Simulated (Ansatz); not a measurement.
ZnSn2N2

```
Zn Sn N
1.0
     4.42302    0.00000    0.00000
    -2.21151    3.83045    0.00000
     0.00000    0.00000   17.09211
Zn Sn N
3 6 6
Direct
  0.00000 0.00000 0.00000
  0.66667 0.33333 0.33333
  0.33333 0.66667 0.66667
  0.66667 0.33333 0.09901
  0.33333 0.66667 0.43235
  0.00000 0.00000 0.76568
  0.00000 0.00000 0.23432
  0.66667 0.33333 0.56765
  0.33333 0.66667 0.90099
  0.66667 0.33333 0.22398
  0.33333 0.66667 0.55732
  0.00000 0.00000 0.89065
  0.00000 0.00000 0.10935
  0.66667 0.33333 0.44268
  0.33333 0.66667 0.77602
```

Space group R-3m; a structure generated by program, which may or may not match a known phase.

All numbers below come from Ansatz 0.2.0, DFT PBE, scalar-relativistic, plane waves, PAW.

Core electrons are frozen (PAW), and the valence fields are smoothed inside the atomic spheres.

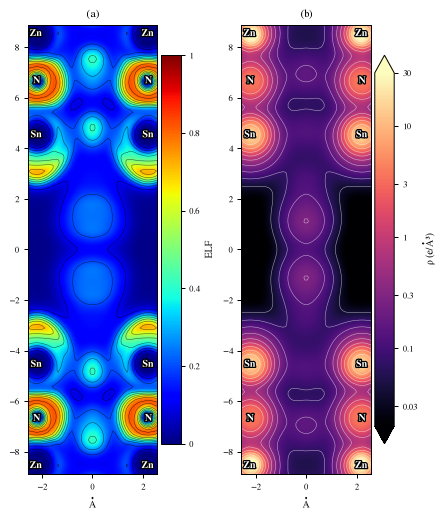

Figure 1. (a) electron localisation function; (b) valence charge density (pseudo) on the (100) plane of the conventional cell.

Interpret the plot.

Atoms in the plane: Zn, Sn and N.
Zn–N (1.87 Å): the density is about 0.83 e/Å³ at the midpoint; the ELF peaks at about 0.80 in the valence shell of N, 0.6 Å from its nucleus, and is about 0.40 at the midpoint.
Sn–N (2.14 Å): ρ at the midpoint is about 0.61 e/Å³; the ELF peaks at about 0.80 in the valence shell of N, 0.6 Å from its nucleus, and is about 0.30 at the midpoint.
Between the atoms the lowest density in this plane is 0.01 e/Å³.

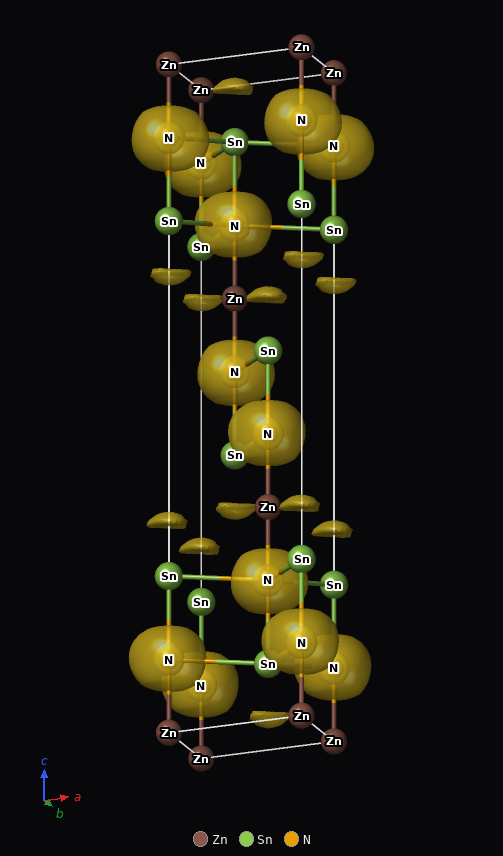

Figure 2. Isosurface of the electron localisation function at 0.65 (yellow), seen at an oblique angle. Core shells and regions of very low density are left out. Sticks mark near contacts.

Identify the bonds, lone pairs and shells in this picture.

The surface consists of six lobes on Sn, pointing away from the bonds (lone pairs) and six regions wrapped around N (the valence shell of each), counted in one cell of 15 atoms. Regions shared between cells count once.

Does the calculation make it a metal, or give it a gap?

It is gapped, with a Kohn–Sham gap of 0.49 eV on the k-point mesh, an upper bound to the gap of this method.
